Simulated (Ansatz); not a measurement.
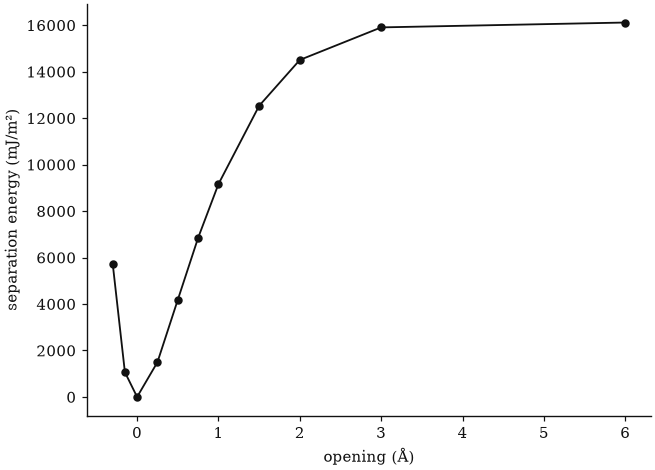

Plotted: separation energy against opening.

Calculation (Ansatz 0.2.0): rigid opening of a crystal across a plane by lengthening cell vector c along the normal, one cut a cell, unrelaxed, by plane-wave density functional theory with PAW datasets, free energies less that of the undisturbed cell, pressure positive in compression; scalar-relativistic. Level: r2SCAN, no spin polarisation.

**For which of these solids was it computed?**
A. Sn, I4/mmm (No. 139), 27.3 Å³/atom
B. Si, P6/mmm (No. 191), 14.9 Å³/atom
C. C, P6_3/mmc (No. 194), 5.7 Å³/atom

C, C: separation energy from 0.0 mJ/m² to 16114.3 mJ/m². The others give: Si, separation energy from 0.0 mJ/m² to 2282.4 mJ/m²; Sn, separation energy from 0.0 mJ/m² to 731.0 mJ/m².

For C, limits of the calculation: gap closes along the scan on a mesh chosen for the insulator.
